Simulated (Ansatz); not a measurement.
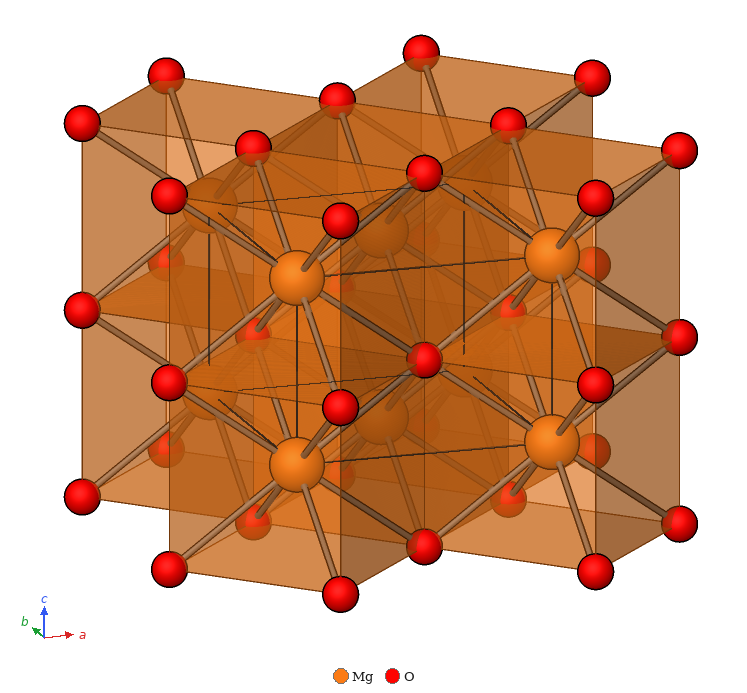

The figure gives a polyhedral picture of the atoms, viewed slightly off an axis. The edges of the conventional unit cell are marked. A few atoms beyond the faces are included.

MgO, space group Cmmm (No. 65), a = 3.628 Å, b = 3.792 Å, c = 2.623 Å, α = 90.00°, β = 90.00°, γ = 90.00°. The initial geometry was a structure type filled with these elements by a generator (whether the compound takes this form wasn't checked). The cell was then strained or its atoms displaced on purpose. An electronic-structure calculation with Ansatz was run on it.

This one geometry was computed with Ansatz (DFT, plane waves, PAW) at three levels of theory: PBE, r2SCAN and HSE06. It was relaxed with r2SCAN and then strained.

Question: Which level gives the highest pressure at this volume, and what does that say about its equilibrium volume?

Answer: Highest: PBE (6.5 GPa), which points to the largest equilibrium volume. Lowest, with the smallest volume: HSE06 (-0.5 GPa). Levels within 0.5 GPa of each other can't be told apart.

Question: How does the band gap change with the level of theory?

Answer: PBE: a gap of 2.66 eV, indirect; r2SCAN: a gap of 3.51 eV, indirect; HSE06: a gap of 4.21 eV, indirect.

Question: Collect the results in a table.

Answer:
| level | cutoff (eV) | k-mesh of the run's cell | gap (eV) | pressure (GPa) |
| --- | --- | --- | --- | --- |
| PBE | 420 | 10×10×10 | 2.66 | 6.5 |
| r2SCAN | 500 | 10×10×10 | 3.51 | 0.2 |
| HSE06 | 420 | 6×6×6 | 4.21 | -0.5 |

Gaps are taken on the k-mesh or band path of each run.
